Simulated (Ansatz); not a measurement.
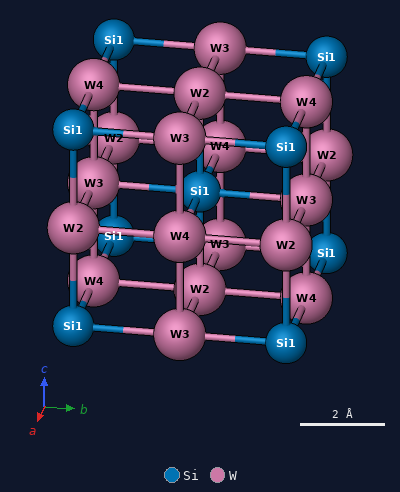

Fig. 1: The input geometry (ball-and-stick view of the cell 2 times as large as that of the calculation, set on its symmetry axes, seen at an oblique angle; atoms are numbered from 1 in the order of the input). An atom can appear more than once, as a periodic image. Near neighbours in the periodic cell (some may lie outside the picture): Si has 6 W at 2.61 Å; W has 2 Si at 2.61 Å and 4 W at 2.61 Å.

**W₃Si: geometry relaxation (part 1 of 2)**

W₃Si (Im-3m, 4 atoms in the cell), computed with DFT PBE, scalar-relativistic, plane waves, PAW, no spin polarisation (Ansatz 0.2.0).

The structure derives from a Materials Project entry. Figures and captions count atoms from 1; the log counts them from 0 in places.

Input
```yaml
crystal:
  lattice:
    - [-2.606175, 2.606175, 2.606175]
    - [2.606175, -2.606175, 2.606175]
    - [2.606175, 2.606175, -2.606175]
  atoms:
    - { symbol: Si, position: [0.0, 0.0, 0.0] }
    - { symbol: W, position: [0.5, 0.5, 0.0] }
    - { symbol: W, position: [0.5, 0.0, 0.5] }
    - { symbol: W, position: [0.0, 0.5, 0.5] }
basis:
  ecutwfc: 420
kpoints:
  mp_grid: { grid: [12, 12, 12] }
hamiltonian:
  xc: pbe
scf:
  occupations: { method: gaussian, width: 0.1 }
output:
  forces: true
  stress: true
  eigenvalues: true
  write_density: true
  write_potential: true
  elf: true
  volumetric_format: npy
relax:
  adjacent_minimum: "off"
  f_tol: 0.005
  max_steps: 80
  cell: { stress_tol: 0.05 }
```

Launch command:
```bash
ansatz run input.yaml --threads 2 --pin off --max-ram 5120MiB --backend cpu --events-out ev --progress --plain --runs-dir out
```

What the program printed
```
Engine: ansatz 0.2.0, aarch64-unknown-linux-gnu
Pseudopotentials: kind: paw
Pseudopotential: Si, paw, valence charge 4, recommended cutoff 420 eV (normal), Si.paw.azcp
Pseudopotential: W, paw, valence charge 14, recommended cutoff 420 eV (normal), W.paw.azcp
Functional definition: PBE
  parameter kappa = 0.804
  parameter beta = 0.06672455060314922
  exchange = pbe_x(kappa = kappa, mu = beta*pi^2/3)
  correlation = pbe_c(beta = beta)
Crystal: 4 atoms, lattice volume = 70.806 Å³
Basis set: ecut = 420 eV, 1409 PW (Γ), exchange–correlation on 64×64×64 points (8 copies of the dense FFT grid, shifted against one another)
Bands: 28, of which v1, the nominal top of the filled ones, is band 23 counted from 1 (22 counted from 0)
Symmetry: 48 space group operations
Space group: Im-3m (ITA 229), of the structure as read, at distance tolerance 4.1e-5 Å
k-points: 72 of 1728
Non-local potential: Si, projectors of the file, l = 0: 2, l = 1: 2, l = 2: 2
Non-local potential: W, projectors of the file, l = 0: 3, l = 1: 2, l = 2: 2, l = 3: 1
PAW form: soft (Blöchl's): semilocal exchange-correlation on the pseudo side does not see the compensation charge
PAW one-centre angular grid: Si, 110 points (default); XC on 64 Gauss nodes
PAW one-centre angular grid: W, 590 points (default); XC on 64 Gauss nodes
Initial density: superposition of atomic densities (neutral atoms: chi_scale 0, normalization atom), corrected by the library's trained network
Initial wavefunctions: pseudopotential atomic-orbital guess
Functional: x = pbe(κ = 0.804, μ = 0.2195149727645171), c = pbe(β = 0.06672455060314922)
SCF iter   1: F=—  HF=-31784.896836 eV  |F-HF|=—  |Δ(HF+E_count)|=         —  Δρ=5.49e-3  dr2=2.69e-2  ethr=1.77e-3  ⟨swp⟩=5.0  Hψ=8608  notcnv=0
preconditioner: auto → Kerker (q_TF=auto, 2.539 Å⁻¹)  [metal: Δε(μ)=0.006 eV  Ē_g=4.593 eV  σ=0.100 eV  W_gap=0.04  n_scr=18 (ndim 8)  ℏωp=20.7 eV  f_vac=0.000  D(μ)=5.42/eV (n_scr^D=54)]
SCF iter   2: F=—  HF=-31784.893441 eV  |F-HF|=—  |Δ(HF+E_count)|=   3.40e-3  Δρ=3.05e-3  dr2=8.49e-3  ethr=5.84e-5  ⟨swp⟩=1.0  Hψ=2592  notcnv=0
SCF iter   3: F=—  HF=-31784.892186 eV  |F-HF|=—  |Δ(HF+E_count)|=   1.25e-3  Δρ=2.86e-4  dr2=4.06e-5  ethr=1.85e-5  ⟨swp⟩=2.0  Hψ=2782  notcnv=0
SCF iter   4: F=—  HF=-31784.892178 eV  |F-HF|=—  |Δ(HF+E_count)|=   7.85e-6  Δρ=4.66e-5  dr2=1.25e-6  ethr=8.82e-8  ⟨swp⟩=2.9  Hψ=3896  notcnv=0
iter 5 did not close the SCF: its close was put off for the readings that it lacked (scf_convergence_deferred on its scf_iter line)
SCF iter   5: F=-31784.892178 eV  HF=-31784.892178 eV  |F-HF|=1.30e-8  |Δ(HF+E_count)|=   1.47e-7  Δρ=8.60e-6  dr2=2.59e-8  ethr=2.72e-9  ⟨swp⟩=2.0  Hψ=2736  notcnv=0
SCF iter   6: F=-31784.892178 eV  HF=-31784.892178 eV  |F-HF|=4.22e-10  |Δ(HF+E_count)|=   1.51e-8  Δρ=1.53e-6  dr2=8.92e-10  ethr=5.63e-11  ⟨swp⟩=7.3  Hψ=12154  notcnv=0
the search or the solves at the SCF's close seem to have found levels that the self-consistency loop had missed (the run counts 1). By its estimate they hold under 1e-12 electrons; where the run keeps them, the occupations were computed again with them
SCF 1 converged in 6 iterations: F = -31784.892178 eV  dr2 = 8.92e-10
  greatest PAW one-centre occupation: 1.000 electrons in one spin orbital (limit 2), on the W atom at site 3 (counted from 0), in its partial waves of l = 0
relax step   1: F+E_penalty+E_count = -31784.89217829 eV  Δ(F+E_penalty+E_count) = +0.000e0 eV  max|allowed force component| = 1.505e-29 eV/Å  Δτ_max = 0.0000 Å  P = -0.528 GPa  Ω = 70.806 Å³  (6 SCF iters, dr2 threshold 1.00e-7 eV, accepted)
Crystal: 4 atoms, lattice volume = 70.370 Å³
Initial density: handed on by an earlier stage of this run
Initial wavefunctions: those handed on with the density
iter 1 solved again at ethr=1.24e-7 eV; its pass at ethr=3.10e-3 eV (dr2=5.72e-5 eV) is discarded
SCF iter   1: F=—  HF=-31784.892173 eV  |F-HF|=—  |Δ(HF+E_count)|=         —  Δρ=2.34e-4  dr2=3.03e-5  ethr=1.24e-7  ⟨swp⟩=3.1  Hψ=11604  notcnv=0
preconditioner: auto → Kerker (q_TF=auto, 2.542 Å⁻¹)  [metal: Δε(μ)=0.012 eV  Ē_g=4.602 eV  σ=0.100 eV  W_gap=0.07  n_scr=18 (ndim 8)  ℏωp=20.8 eV  f_vac=0.000  D(μ)=5.47/eV (n_scr^D=54)]
SCF iter   2: F=—  HF=-31784.892161 eV  |F-HF|=—  |Δ(HF+E_count)|=   1.21e-5  Δρ=1.43e-4  dr2=1.17e-5  ethr=6.58e-8  ⟨swp⟩=1.0  Hψ=2016  notcnv=0
iter 3 did not close the SCF: its close was put off for the readings that it lacked (scf_convergence_deferred on its scf_iter line)
SCF iter   3: F=-31784.892159 eV  HF=-31784.892159 eV  |F-HF|=1.13e-8  |Δ(HF+E_count)|=   2.05e-6  Δρ=2.05e-5  dr2=2.90e-7  ethr=2.55e-8  ⟨swp⟩=2.0  Hψ=2631  notcnv=0
iter 4 did not close the SCF: its close was put off for the readings that it lacked (scf_convergence_deferred on its scf_iter line)
SCF iter   4: F=-31784.892159 eV  HF=-31784.892159 eV  |F-HF|=1.40e-9  |Δ(HF+E_count)|=  7.02e-10  Δρ=4.31e-6  dr2=1.22e-8  ethr=6.30e-10  ⟨swp⟩=2.5  Hψ=3051  notcnv=0
iter 5 did not close the SCF: its close was put off for the readings that it lacked (scf_convergence_deferred on its scf_iter line)
SCF iter   5: F=-31784.892159 eV  HF=-31784.892159 eV  |F-HF|=6.91e-11  |Δ(HF+E_count)|=   1.12e-9  Δρ=6.90e-7  dr2=2.80e-10  ethr=2.66e-11  ⟨swp⟩=2.0  Hψ=2713  notcnv=0
SCF iter   6: F=-31784.892159 eV  HF=-31784.892159 eV  |F-HF|=3.64e-12  |Δ(HF+E_count)|=  6.55e-11  Δρ=1.20e-7  dr2=7.76e-12  ethr=1.00e-12  ⟨swp⟩=4.4  Hψ=9354  notcnv=0
SCF 2 converged in 6 iterations: F = -31784.892159 eV  dr2 = 7.76e-12
relax step   2: F+E_penalty+E_count = -31784.89215901 eV  Δ(F+E_penalty+E_count) = +1.929e-5 eV  max|allowed force component| = 1.804e-29 eV/Å  Δτ_max = 0.0000 Å  P = +0.650 GPa  Ω = 70.370 Å³  energy of the carried Pulay correction = +1.371e-4 eV  (6 SCF iters, dr2 threshold 4.00e-7 eV, rejected (line search))
Crystal: 4 atoms, lattice volume = 70.610 Å³
iter 1 solved again at ethr=4.00e-8 eV; its pass at ethr=3.10e-3 eV (dr2=1.84e-5 eV) is discarded
SCF iter   1: F=—  HF=-31784.892577 eV  |F-HF|=—  |Δ(HF+E_count)|=         —  Δρ=1.29e-4  dr2=9.33e-6  ethr=4.00e-8  ⟨swp⟩=3.0  Hψ=11456  notcnv=0
preconditioner: auto → Kerker (q_TF=auto, 2.540 Å⁻¹)  [metal: Δε(μ)=0.011 eV  Ē_g=4.588 eV  σ=0.100 eV  W_gap=0.06  n_scr=18 (ndim 8)  ℏωp=20.7 eV  f_vac=0.000  D(μ)=5.50/eV (n_scr^D=54)]
SCF iter   2: F=—  HF=-31784.892567 eV  |F-HF|=—  |Δ(HF+E_count)|=   9.98e-6  Δρ=7.91e-5  dr2=3.59e-6  ethr=2.03e-8  ⟨swp⟩=1.0  Hψ=2016  notcnv=0
SCF iter   3: F=—  HF=-31784.892566 eV  |F-HF|=—  |Δ(HF+E_count)|=   8.67e-7  Δρ=1.14e-5  dr2=9.01e-8  ethr=7.79e-9  ⟨swp⟩=2.1  Hψ=2640  notcnv=0
SCF iter   4: F=—  HF=-31784.892566 eV  |F-HF|=—  |Δ(HF+E_count)|=  6.37e-10  Δρ=2.45e-6  dr2=3.98e-9  ethr=1.96e-10  ⟨swp⟩=2.8  Hψ=3568  notcnv=0
SCF iter   5: F=—  HF=-31784.892566 eV  |F-HF|=—  |Δ(HF+E_count)|=  3.24e-10  Δρ=3.82e-7  dr2=9.32e-11  ethr=8.66e-12  ⟨swp⟩=2.0  Hψ=2749  notcnv=0
SCF iter   6: F=-31784.892566 eV  HF=-31784.892566 eV  |F-HF|=1.82e-11  |Δ(HF+E_count)|=  7.28e-12  Δρ=7.76e-8  dr2=2.80e-12  ethr=1.00e-12  ⟨swp⟩=6.0  Hψ=8848  notcnv=0
SCF 3 converged in 6 iterations: F = -31784.892566 eV  dr2 = 2.80e-12
relax step   3: F+E_penalty+E_count = -31784.89256580 eV  Δ(F+E_penalty+E_count) = -3.875e-4 eV  max|allowed force component| = 8.288e-29 eV/Å  Δτ_max = 0.0000 Å  P = -0.003 GPa  Ω = 70.610 Å³  energy of the carried Pulay correction = +6.161e-5 eV  (6 SCF iters, accepted)
Initial wavefunctions: pseudopotential atomic-orbital guess (no wavefunctions were taken with the density)
iter 1 solved again at ethr=9.41e-9 eV; its pass at ethr=3.10e-3 eV (dr2=4.33e-6 eV) is discarded
SCF iter   1: F=—  HF=-31784.892519 eV  |F-HF|=—  |Δ(HF+E_count)|=         —  Δρ=5.72e-6  dr2=3.42e-9  ethr=9.41e-9  ⟨swp⟩=3.8  Hψ=14981  notcnv=0
preconditioner: auto → Kerker (q_TF=auto, 2.540 Å⁻¹)  [metal: Δε(μ)=0.011 eV  Ē_g=4.587 eV  σ=0.100 eV  W_gap=0.06  n_scr=18 (ndim 8)  ℏωp=20.7 eV  f_vac=0.000  D(μ)=5.50/eV (n_scr^D=54)]
SCF iter   2: F=—  HF=-31784.892510 eV  |F-HF|=—  |Δ(HF+E_count)|=   8.89e-6  Δρ=3.01e-6  dr2=9.24e-10  ethr=7.43e-12  ⟨swp⟩=3.3  Hψ=3763  notcnv=0
iter 3 did not close the SCF: its close was put off for the readings that it lacked (scf_convergence_deferred on its scf_iter line)
SCF iter   3: F=-31784.892510 eV  HF=-31784.892510 eV  |F-HF|=7.28e-12  |Δ(HF+E_count)|=  3.53e-10  Δρ=2.64e-7  dr2=1.09e-11  ethr=2.01e-12  ⟨swp⟩=2.9  Hψ=3671  notcnv=0
iter 4 did not close the SCF: its close was put off for the readings that it lacked (scf_convergence_deferred on its scf_iter line)
SCF iter   4: F=-31784.892510 eV  HF=-31784.892510 eV  |F-HF|=0.00e0  |Δ(HF+E_count)|=  7.28e-12  Δρ=6.63e-8  dr2=1.46e-12  ethr=1.00e-12  ⟨swp⟩=1.0  Hψ=2016  notcnv=0
iter 5 did not close the SCF: its close was put off for the readings that it lacked (scf_convergence_deferred on its scf_iter line)
SCF iter   5: F=-31784.892510 eV  HF=-31784.892510 eV  |F-HF|=2.18e-11  |Δ(HF+E_count)|=  1.82e-11  Δρ=1.11e-8  dr2=9.80e-14  ethr=1.00e-12  ⟨swp⟩=1.0  Hψ=2016  notcnv=0
iter 6 did not close the SCF: its close was put off for the readings that it lacked (scf_convergence_deferred on its scf_iter line)
SCF iter   6: F=-31784.892510 eV  HF=-31784.892510 eV  |F-HF|=1.46e-11  |Δ(HF+E_count)|=  1.82e-11  Δρ=1.54e-9  dr2=3.47e-15  ethr=1.00e-12  ⟨swp⟩=1.0  Hψ=2016  notcnv=0
SCF iter   7: F=-31784.892510 eV  HF=-31784.892510 eV  |F-HF|=1.46e-11  |Δ(HF+E_count)|=    0.00e0  Δρ=3.19e-10  dr2=7.86e-17  ethr=1.00e-12  ⟨swp⟩=2.9  Hψ=5293  notcnv=0
SCF 4 converged in 7 iterations: F = -31784.892510 eV  dr2 = 7.86e-17
relax step   4: F+E_penalty+E_count = -31784.89251008 eV  Δ(F+E_penalty+E_count) = +5.572e-5 eV  max|allowed force component| = 7.596e-29 eV/Å  Δτ_max = 0.0000 Å  P = -0.003 GPa  Ω = 70.610 Å³  stress off target by 2.95e-3 GPa  SCF on the basis re-selected at this cell (its energy is not comparable with the rows above)  (7 SCF iters)
```

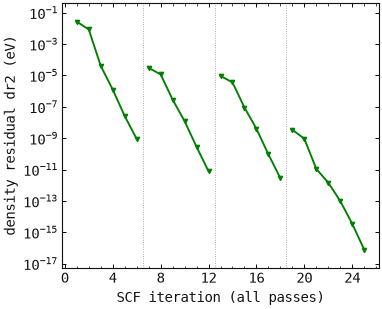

Fig. 2: Convergence of the self-consistent field: density residual dr2 against the SCF iteration. The dotted lines part the SCF passes of the relaxation: geometry steps, rejected trials and re-solves on a re-selected basis. The passes take 6, 6, 6 and 7 iterations.

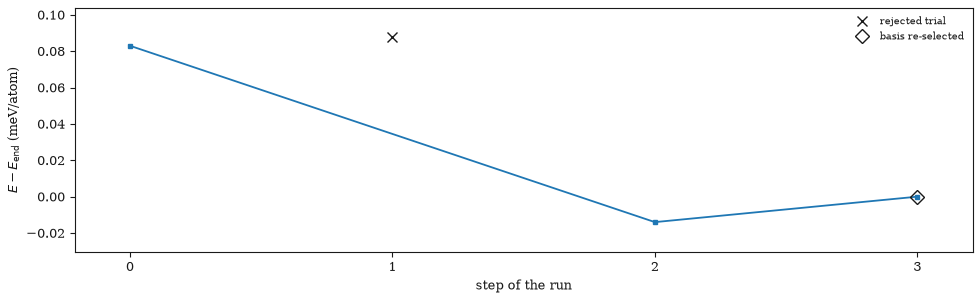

Fig. 3: Progress of the relaxation, step by step (the first geometry is step 0 here and step 1 in the log). The energy falls by 0.1 meV per atom in 2 geometry steps. All forces vanish by symmetry, so only the cell relaxes. The pressure goes from −0.53 to 0.00 GPa. The line search rejected the trial step at point 1 (counted from 0) and went back. The atoms keep their places relative to the cell (all moves are under 0.005 Å). Cell: a = b = c 5.212 → 5.208 Å (−0.1 %). Volume −0.3 %. The space group stays Im-3m (No. 229). A last SCF at the same geometry on a re-selected plane-wave basis shifts the energy by +0.0 meV per atom.
